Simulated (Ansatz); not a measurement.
Consider CsSnBr$_{3}$.

Space group Pm-3m. The cell comes from a database of computed structures, not from a measurement.

The calculation's input:

```
crystal:
  lattice:
    - [5.83900561, 0.0, 0.0]
    - [0.0, 5.83900561, 0.0]
    - [0.0, 0.0, 5.83900561]
  atoms:
    - { symbol: Cs, position: [0.0, 0.0, 0.0] }
    - { symbol: Sn, position: [0.5, 0.5, 0.5] }
    - { symbol: Br, position: [0.5, 0.0, 0.5] }
    - { symbol: Br, position: [0.5, 0.5, 0.0] }
    - { symbol: Br, position: [0.0, 0.5, 0.5] }
basis:
  ecutwfc: 420
  fft_grid_basis: typed
kpoints:
  mp_grid: { grid: [6, 6, 6] }
hamiltonian:
  xc: pbe
  pseudopotentials: { kind: paw }
scf:
  occupations: { method: gaussian, width: 0.05 }
output:
  forces: true
  stress: true
  eigenvalues: true
  bader: true
  write_density: true
  volumetric_format: npy
  elf: true
```

Command:

```sh
ansatz run input.yaml --threads 1 --pin off --max-ram 3072MiB --backend cpu --events-out ev --progress --plain --runs-dir out
```

The picture shows the conventional cell (a = 5.84 Å, b = 5.84 Å, c = 5.84 Å, α = 90.00°, β = 90.00°, γ = 90.00°).

The calculation used Ansatz 0.2.0, DFT PBE, scalar-relativistic, plane waves, PAW.

### What will a map of ρ − Σ ρ(atoms) show?

Br–Sn (2.92 Å): Δρ is +0.02 e/Å³ at the midpoint. Over the whole cell, outside the masked cores, the largest gain lies at the edge of the masked core of Br, and the largest loss, 0.03 e/Å³, lies 1.3 Å from a tin nucleus. The rearranged charge, half the integral of |Δρ|, is about 0.17 e an atom. Bader charges: Cs +0.88, Sn +1.13 and Br −0.67 e.

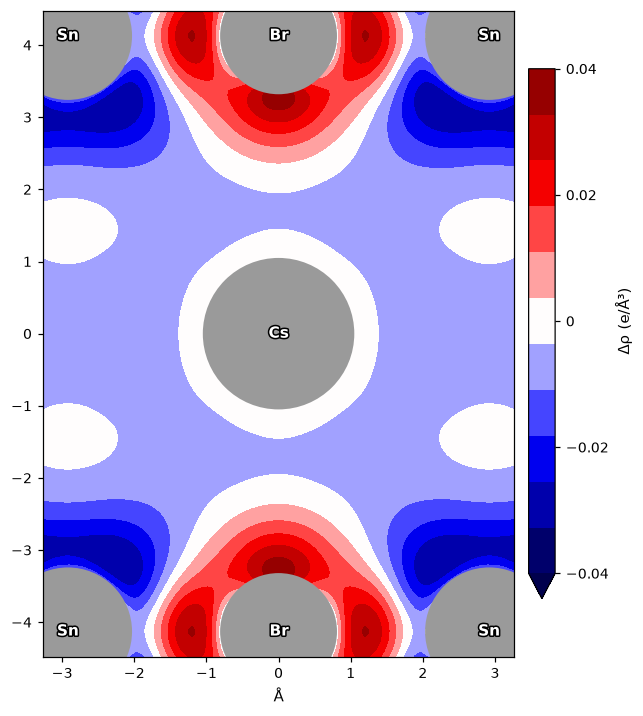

Computed deformation density: a map on the (11̄0) plane of the conventional cell, with grey discs over the atomic cores.

Cores are masked to 1.0 Å (Cs), 0.9 Å (Sn) and 0.8 Å (Br).

Core electrons are frozen (PAW), so the fields are smoothed inside the atomic spheres.

Run time: 55 s on 1 thread of Arm Neoverse N1, with other jobs on the host, peak memory 0.44 GiB.
